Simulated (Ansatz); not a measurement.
System: VN, space group Fm-3m (No. 225).

The given structure:
```
V N
1.0
     0.00000    2.05829    2.05829
     2.05829    0.00000    2.05829
     2.05829    2.05829    0.00000
V N
1 1
Direct
  0.00000 0.00000 0.00000
  0.50000 0.50000 0.50000
```

How it was computed, with Ansatz 0.2.0: third-order Birch-Murnaghan fit to density functional energies at scaled volumes of the given relaxed cell, shape and atoms relaxed at each volume; energies count from the fitted minimum; plane waves with PAW datasets, Γ-centred k mesh. Level: PBE, collinear spin. The state reached is without moments.

wave cutoff 420 eV; k mesh 18×18×18; occupations Gaussian; smearing width 0.1 eV.

Predict the energy above the minimum and pressure against volume. The volume takes the values 7.674, 7.935, 8.197, 8.458, 8.720, 8.982, 9.243, 9.592 Å³/atom.

A third-order Birch–Murnaghan fit gives V0 = 8.72 Å³/atom, B0 = 315 GPa and B′ = 4.3. The energy above the minimum is 153.8 meV/atom at volume 7.674 Å³/atom and 72.7 meV/atom at 9.592 Å³/atom; the lowest computed point is at volume 8.720 Å³/atom (0.0 meV/atom). The pressure falls from 52.90 GPa at volume 7.674 Å³/atom to −24.37 GPa at 9.592 Å³/atom, and changes sign near 8.72 Å³/atom. The solid is metallic at every point.

```
volume (Å³/atom)  energy above the minimum (meV/atom)  pressure (GPa)
           7.674                                153.8           52.90
           7.935                                 81.4           36.32
           8.197                                 34.1           22.21
           8.458                                  8.0           10.19
           8.720                                  0.0           -0.03
           8.982                                  7.4           -8.74
           9.243                                 28.1          -16.17
           9.592                                 72.7          -24.37
```

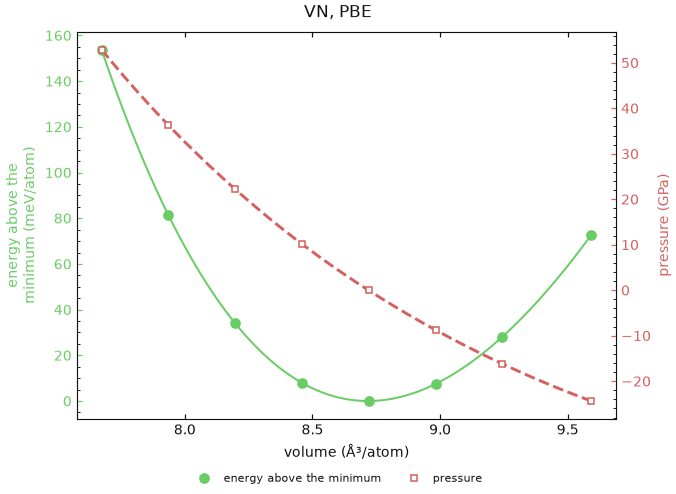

Keep in mind: another magnetic order may lie lower; starting moments lost.
